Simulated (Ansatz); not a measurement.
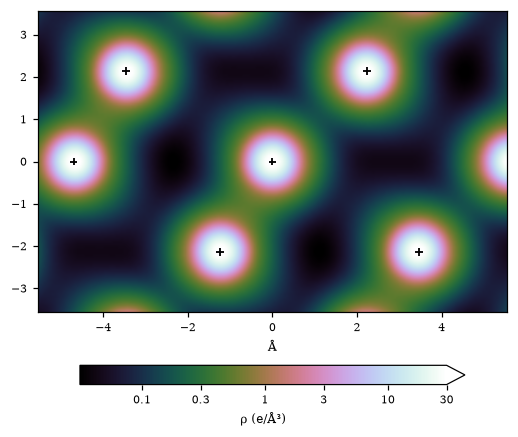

The valence electron density on a plane through atoms (crosses mark nuclei in the plane).

Level of theory: Ansatz 0.2.0, Kohn-Sham DFT of a periodic cell, LDA, Ansatz PAW.

Candidates:
A. Ge, a = 2.85 Å, b = 5.30 Å, c = 2.75 Å, α = 90.00°, β = 90.00°, γ = 90.00°. Space group Cmmm; a structure from a database of computed crystals, not necessarily the ambient phase; computed pressure about −8 GPa in this cell.
B. As, a = 3.71 Å, b = 3.71 Å, c = 10.40 Å, α = 90.00°, β = 90.00°, γ = 120.00°. Space group R-3m; not relaxed (largest force 0.5 eV/Å).

Question: Which candidate gave the map?

Answer: Candidate B: As on the (110) plane of the conventional cell, which holds As. As–As (2.47 Å): ρ is about 0.53 e/Å³ halfway.
